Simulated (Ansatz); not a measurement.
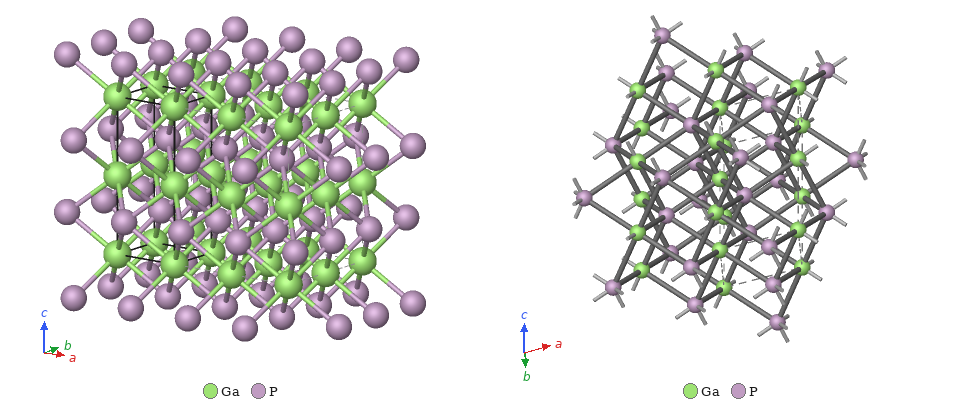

Left: the structure. Right: its underlying net. Nodes are coloured by element. Short stubs are edges that leave the cut-out.

GaP (space group P6_3/mmc, No. 194). Coordinates: the geometry relaxed with Ansatz 0.2.0, DFT, r2SCAN+rVV10, plane waves, PAW; the starting structure was generated, so it need not be a known form of this composition.

Bonds are taken as Ga–P below 2.9 Å. The graph is simplified in the usual way: terminal and isolated atoms are pruned, two-connected atoms become edges.

The result is a binodal (6,6)-connected, three-periodic net: P is a 6-connected node; Ga is a 6-connected node, in the ratio 1:1. It is the nia net, known from NiAs. It is a single net, without interpenetration.

```tsv
node	links	point symbol	coordination sequence
P	6	4^9.6^6	6 18 42 74 114 162 222 290
Ga	6	4^12.6^3	6 20 42 74 114 164 222 290
```
